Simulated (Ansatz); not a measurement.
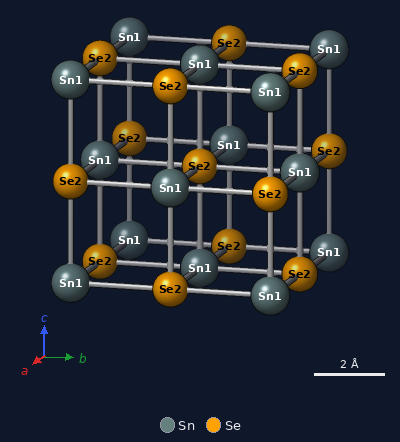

**Figure 1.** The structure of run 1 (ball-and-stick view of the cell 4 times as large as that of the calculation, set on its symmetry axes, seen slightly off an axis; atoms are numbered from 1 in the order of the input). Near neighbours in the crystal (not all of them lie inside the picture): Sn has 6 Se at 3.01 Å; Se has 6 Sn at 3.01 Å.

**Two runs on SnSe**

System: SnSe (Fm-3m, 2 atoms in the cell).
Method of run 1: Kohn-Sham DFT of a periodic cell, revPBE with D3(BJ), all-electron LAPW, scalar-relativistic, no spin polarisation (Ansatz 0.2.0).

The structure derives from an entry of the Crystallography Open Database. Text and figures count atoms from 1; the logs count them from 0 in places.

### Input file, run 1
```yaml
crystal:
  lattice:
    - [0.0, 3.01, 3.01]
    - [3.01, 0.0, 3.01]
    - [3.01, 3.01, 0.0]
  atoms:
    - { symbol: Sn, position: [0.0, 0.0, 0.0] }
    - { symbol: Se, position: [0.5, 0.5, 0.5] }
kpoints:
  mp_grid: { grid: [8, 8, 8] }
scf:
  occupations: { method: fermi_dirac, width: 0.05 }
hamiltonian:
  xc: revpbe
  dispersion: d3bj
  pseudopotentials: { kind: all_electron, lapw: { basis_error: 0.001 } }
output:
  forces: true
  stress: true
relax:
  f_tol: 0.02
  max_steps: 60
  cell: {}
```

Launched with:
```bash
ansatz run input.yaml --threads 1 --pin off --max-ram 3072MiB --backend cpu --events-out ev --progress --plain --runs-dir out
```

Hardware: 1 thread of Arm Neoverse V1, 24 GiB of memory available, shared host.

### Output, shortened to warnings, some set-up lines, iterations and results (run 1)
```
Basis set: ecut = 206.39173542091424 eV, 339 PW (Γ), exchange–correlation at level 2
Symmetry: 48 space group operations
k-points: 29 of 512
Initial density: superposition of atomic densities (chi_scale 0.1, normalization cell, long waves kept (reshape's long-wave potential 0.00 eV rms))
[...]
SCF iter   1: F=—  HF=-234227.864865 eV  |F-HF|=—  |Δ(HF+E_count)|=         —  Δρ=2.20e-2  dr2=6.13e-1  ethr=1.33e-3  ⟨swp⟩=2.1  Hψ=5139  notcnv=0
SCF iter   2: F=—  HF=-234227.701842 eV  |F-HF|=—  |Δ(HF+E_count)|=   1.63e-1  Δρ=5.59e-3  dr2=1.71e-2  ethr=3.70e-5  ⟨swp⟩=2.0  Hψ=4226  notcnv=0
SCF iter   3: F=—  HF=-234227.683245 eV  |F-HF|=—  |Δ(HF+E_count)|=   1.86e-2  Δρ=3.31e-3  dr2=8.42e-3  ethr=3.70e-5  ⟨swp⟩=2.5  Hψ=2567  notcnv=0
SCF iter   4: F=—  HF=-234227.686094 eV  |F-HF|=—  |Δ(HF+E_count)|=   2.85e-3  Δρ=9.07e-4  dr2=5.18e-4  ethr=1.83e-5  ⟨swp⟩=2.1  Hψ=2427  notcnv=0
SCF iter   5: F=—  HF=-234227.686412 eV  |F-HF|=—  |Δ(HF+E_count)|=   3.18e-4  Δρ=1.33e-4  dr2=1.23e-5  ethr=1.13e-6  ⟨swp⟩=2.8  Hψ=2484  notcnv=0
[... 22 lines ...]
relax step   4: F+E_penalty+E_count = -234227.69980601 eV  Δ(F+E_penalty+E_count) = -1.121e-5 eV  max|allowed force component| = 5.752e-31 eV/Å  Δτ_max = 0.0000 Å  P = -0.002 …
SCF iter   1: F=—  HF=-234227.699807 eV  |F-HF|=—  |Δ(HF+E_count)|=         —  Δρ=3.88e-6  dr2=1.52e-8  ethr=3.38e-11  ⟨swp⟩=3.6  Hψ=4076  notcnv=0
SCF iter   2: F=-234227.699807 eV  HF=-234227.699807 eV  |F-HF|=9.90e-10  |Δ(HF+E_count)|=   1.43e-7  Δρ=1.64e-6  dr2=2.24e-9  ethr=3.30e-11  ⟨swp⟩=2.0  Hψ=2391  notcnv=0
SCF 5 converged in 2 iterations: F = -234227.699807 eV  dr2 = 2.24e-9
relax step   5: F+E_penalty+E_count = -234227.69980665 eV  Δ(F+E_penalty+E_count) = -6.390e-7 eV  max|allowed force component| = 4.191e-31 eV/Å  Δτ_max = 0.0000 Å  P = -0.002 …
basis re-selected at this cell: Δ(F+E_penalty+E_count) = -6.390e-7 eV, ΔP = +0.000 GPa vs the last step (what re-selecting the basis moved, after the strain that the cell walked since its last selection, with what the two solves' SCF thresholds leave and, on support functions, any second-order …
SCF converged after 2 iterations
Free energy (F): -234227.699807 eV
Harris-Foulkes:  -234227.699807 eV  (|F-HF|=9.90e-10)
Internal energy: -234227.699775 eV  (E = F + TS)
E sigma→0 (E₀):  -234227.699791 eV
Entropy (-TS):   -0.000032 eV (-0.016 meV/atom)
Fermi energy:    11.867943 eV
--- Per-component energies (eV) ---
  E_band       = -2294.871166
  E_kinetic    = 244493.199532
  E_xc         = -6904.110083
  E_electrostatic = -471815.393824  (all electrons and nuclei)
  E_disp       = -1.395399  (pairwise vdW)
  E_smearing   = -0.000032  (= −TS)
  E_closure    = 0.000000  (closes the sum)
  E_atoms      = -234218.770040  (free atoms, spherical and without spin; not in F)
  Σ components = -234227.699807   (vs F -234227.699807, Δ=0.00e0)
  Basis errors (estimates in eV, not in F): energy 3.9e-4 per atom: plane waves 3.7e-4 (2.1e-4 summed), levels above the bands 1.9e-50, relativity 3.6e-8, radial functions 1.7e-5, core shells 4.1e-9; eigenvalues (radial functions only) 1.4e-6; not estimated: angular momenta, meshes, grids; target …
--- Forces (eV/Å), atoms counted from 1 ---
  atom   1  Sn     0.00000000     0.00000000    -0.00000000
  atom   2  Se     0.00000000     0.00000000     0.00000000
  max |Σ_I F_I| component: 3.94e-31 eV/Å
--- Stress (GPa, compression-positive) ---
       -0.001521      -0.000000      -0.000000
       -0.000000      -0.001521      -0.000000
       -0.000000      -0.000000      -0.001521
  P = ⅓ Tr σ = -0.0015 GPa (-0.015 kbar)
--- Relaxed structure (4 steps of the walk, 4 accepted, 1 SCFs on fresh bases) ---
  F+E_penalty+E_count = -234227.69980665 eV   max|allowed force component| = 4.191e-31 eV/Å   (the final SCF, on the basis selected at the relaxed cell)
  cell:  # Å, volume = 52.4444 Å³
    - [-6.623983642764266e-34, 2.970912332475684, 2.970912332475684]
    - [2.970912332475684, 1.98719509282928e-33, 2.970912332475684]
    - [2.970912332475684, 2.970912332475684, 1.3247967285528534e-33]
  atoms:
[...]
```

Run 2 used a changed input.

### The two runs side by side

| quantity | run 1 | run 2 |
| --- | --- | --- |
| outcome | converged | converged |
| free energy per atom (eV) | −117113.8499 | −117108.3414 |
| pressure (GPa) | 0.00 | −0.02 |
| volume per atom (Å³) | 26.22 | 26.64 |
| largest force (eV/Å) | 0.000 | 0.000 |
| SCF iterations | 22 | 18 |
| irreducible k-points | 29 | 29 |

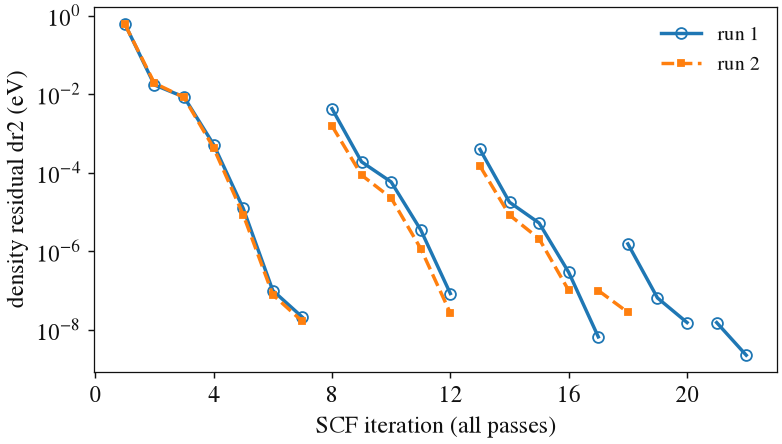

**Figure 2.** Convergence of the two runs: density residual dr2 against the SCF iteration. A break in a curve parts two SCF passes. Run 1 takes 22 iterations in all, and run 2 takes 18.

What was changed in the input?

The change (lines with − go, lines with + come):
```diff
-  xc: revpbe
+  xc: pbe
```

The total energies belong to different methods, so their difference says nothing on which is more stable or more accurate. The volume per atom goes from 26.22 to 26.64 Å³. The functional changes from revPBE to PBE. The SCF takes 18 iterations over all geometry steps against 22.

### Output, shortened to warnings, some set-up lines, iterations and results (run 2)
```
Basis set: ecut = 206.50785902257138 eV, 339 PW (Γ), exchange–correlation at level 2
Symmetry: 48 space group operations
k-points: 29 of 512
Initial density: superposition of atomic densities (chi_scale 0.1, normalization cell, long waves kept (reshape's long-wave potential 0.00 eV rms))
[...]
SCF iter   1: F=—  HF=-234216.860705 eV  |F-HF|=—  |Δ(HF+E_count)|=         —  Δρ=2.18e-2  dr2=6.02e-1  ethr=1.31e-3  ⟨swp⟩=2.1  Hψ=5142  notcnv=0
SCF iter   2: F=—  HF=-234216.697377 eV  |F-HF|=—  |Δ(HF+E_count)|=   1.63e-1  Δρ=5.71e-3  dr2=1.89e-2  ethr=4.10e-5  ⟨swp⟩=2.0  Hψ=4229  notcnv=0  defer=1
SCF iter   3: F=—  HF=-234216.676113 eV  |F-HF|=—  |Δ(HF+E_count)|=   2.13e-2  Δρ=3.27e-3  dr2=8.18e-3  ethr=4.10e-5  ⟨swp⟩=2.4  Hψ=2559  notcnv=0
SCF iter   4: F=—  HF=-234216.677770 eV  |F-HF|=—  |Δ(HF+E_count)|=   1.66e-3  Δρ=8.44e-4  dr2=4.27e-4  ethr=1.78e-5  ⟨swp⟩=2.0  Hψ=2407  notcnv=0
SCF iter   5: F=—  HF=-234216.677919 eV  |F-HF|=—  |Δ(HF+E_count)|=   1.49e-4  Δρ=1.15e-4  dr2=8.47e-6  ethr=9.28e-7  ⟨swp⟩=2.5  Hψ=2427  notcnv=0
[... 16 lines ...]
relax step   3: F+E_penalty+E_count = -234216.68288655 eV  Δ(F+E_penalty+E_count) = -9.392e-4 eV  max|allowed force component| = 6.377e-30 eV/Å  Δτ_max = 0.0000 Å  P = -0.023 …
SCF iter   1: F=—  HF=-234216.682887 eV  |F-HF|=—  |Δ(HF+E_count)|=         —  Δρ=1.01e-5  dr2=9.94e-8  ethr=2.18e-10  ⟨swp⟩=4.7  Hψ=4158  notcnv=0
SCF iter   2: F=-234216.682887 eV  HF=-234216.682887 eV  |F-HF|=1.03e-8  |Δ(HF+E_count)|=   1.43e-7  Δρ=5.22e-6  dr2=2.77e-8  ethr=2.16e-10  ⟨swp⟩=2.0  Hψ=2401  notcnv=0
SCF 4 converged in 2 iterations: F = -234216.682887 eV  dr2 = 2.77e-8
relax step   4: F+E_penalty+E_count = -234216.68288696 eV  Δ(F+E_penalty+E_count) = -4.121e-7 eV  max|allowed force component| = 7.231e-30 eV/Å  Δτ_max = 0.0000 Å  P = -0.023 …
basis re-selected at this cell: Δ(F+E_penalty+E_count) = -4.121e-7 eV, ΔP = +0.000 GPa vs the last step (what re-selecting the basis moved, after the strain that the cell walked since its last selection, with what the two solves' SCF thresholds leave and, on support functions, any second-order …
SCF converged after 2 iterations
Free energy (F): -234216.682887 eV
Harris-Foulkes:  -234216.682887 eV  (|F-HF|=1.03e-8)
Internal energy: -234216.682852 eV  (E = F + TS)
E sigma→0 (E₀):  -234216.682869 eV
Entropy (-TS):   -0.000035 eV (-0.018 meV/atom)
Fermi energy:    11.475697 eV
--- Per-component energies (eV) ---
  E_band       = -2308.365825
  E_kinetic    = 244479.244530
  E_xc         = -6893.175083
  E_electrostatic = -471802.028326  (all electrons and nuclei)
  E_disp       = -0.723973  (pairwise vdW)
  E_smearing   = -0.000035  (= −TS)
  E_closure    = 0.000000  (closes the sum)
  E_atoms      = -234207.782353  (free atoms, spherical and without spin; not in F)
  Σ components = -234216.682887   (vs F -234216.682887, Δ=0.00e0)
  Basis errors (estimates in eV, not in F): energy 3.6e-4 per atom: plane waves 3.5e-4 (1.9e-4 summed), levels above the bands 6.3e-51, relativity 4.8e-8, radial functions 1.2e-5, core shells 3.4e-9; eigenvalues (radial functions only) 1.4e-6; not estimated: angular momenta, meshes, grids; target …
--- Forces (eV/Å), atoms counted from 1 ---
  atom   1  Sn    -0.00000000     0.00000000    -0.00000000
  atom   2  Se     0.00000000    -0.00000000    -0.00000000
  max |Σ_I F_I| component: 6.57e-30 eV/Å
--- Stress (GPa, compression-positive) ---
       -0.022868      -0.000000      -0.000000
       -0.000000      -0.022868      -0.000000
       -0.000000      -0.000000      -0.022868
  P = ⅓ Tr σ = -0.0229 GPa (-0.229 kbar)
--- Relaxed structure (3 steps of the walk, 3 accepted, 1 SCFs on fresh bases) ---
  F+E_penalty+E_count = -234216.68288696 eV   max|allowed force component| = 7.231e-30 eV/Å   (the final SCF, on the basis selected at the relaxed cell)
  cell:  # Å, volume = 53.2829 Å³
    - [-5.350140634540369e-34, 2.986660876268112, 2.986660876268112]
    - [2.986660876268112, -2.6750703172701844e-34, 2.986660876268112]
    - [2.986660876268112, 2.986660876268112, -5.987062138652318e-34]
  atoms:
[...]
```
